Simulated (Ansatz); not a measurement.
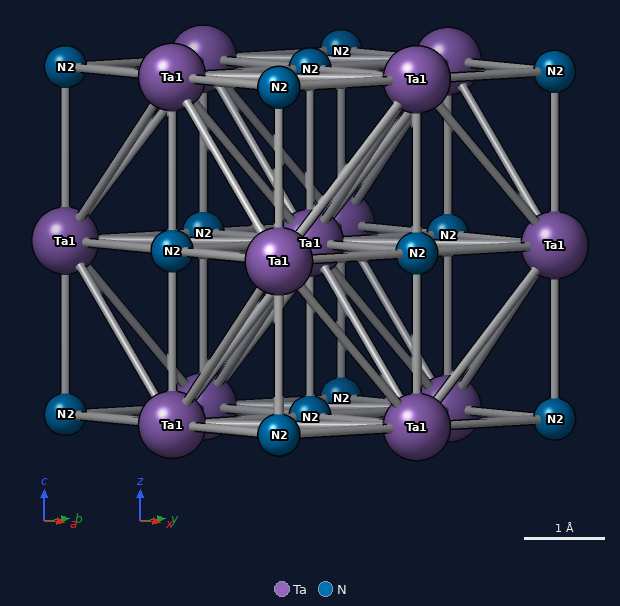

A crystal of TaN (Fm-3m): N2 (one in each cell of 2 atoms) is moved over the plane of the Cartesian directions [1 1 0] and z, all else fixed. The picture shows the reference cell. A ball-and-stick model of the conventional cell (4 times the calculation's cell), seen nearly along the normal of the scanned plane. Lengths and directions refer to the drawn axes.

Method: DFT PBEsol, scalar-relativistic, plane waves, PAW in Ansatz 0.2.0. (plane-wave cutoff 420 eV; k-point mesh 24 × 24 × 24; occupations gaussian; smearing width 0.15 eV; no spin polarisation). Energies (free energies at the smearing named) are counted from the relaxed crystal.

The input:
```yaml
crystal:
  lattice:
    - [0.0, 2.1878447036, 2.1878447036]
    - [2.1878447036, 0.0, 2.1878447036]
    - [2.1878447036, 2.1878447036, 0.0]
  atoms:
    - { symbol: Ta, position: [0.5, 0.5, 0.5] }
    - { symbol: "N", position: [0.0, 0.0, 0.0] }
basis:
  ecutwfc: 420
kpoints:
  mp_grid: { grid: [24, 24, 24] }
hamiltonian:
  xc: pbesol
scf:
  occupations: { method: gaussian, width: 0.15 }
output:
  forces: true
  stress: true
  eigenvalues: true
  write_density: true
  write_potential: true
  elf: true
  volumetric_format: npy
```

Launched with:
```bash
ansatz run input.yaml --threads 2 --pin off --max-ram 5120MiB --backend cpu --events-out ev --progress --plain --runs-dir out
```

### Give the energy at each point on a grid with rows −0.60, −0.30, 0.00, 0.30, 0.60 and columns −0.60, −0.30, 0.00, 0.30, 0.60 (displacement along [1 1 0] (Å); displacement along z (Å)).

Rows: displacement along [1 1 0] (Å); columns: displacement along z (Å); values in eV/cell.

```
       −0.60  −0.30  0.00  0.30  0.60
−0.60   3.45   2.21  2.04  2.21  3.45
−0.30   3.40   0.87  0.44  0.87  3.40
 0.00   3.47   0.49  0.00  0.49  3.47
 0.30   3.40   0.87  0.44  0.87  3.40
 0.60   3.45   2.21  2.04  2.21  3.45
```

In pairs of (displacement along [1 1 0] (Å); displacement along z (Å)): the lowest computed point lies at (0.00, 0.00) (0.00 eV/cell), the highest at (0.00, −0.60), (0.00, 0.60) (3.47 eV/cell).  Over the ranges scanned the energy rises more along the second axis, the displacement along z.

As a map, interpolated between the computed points (dots):

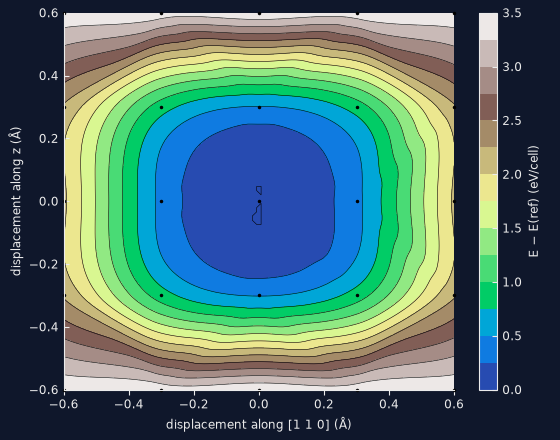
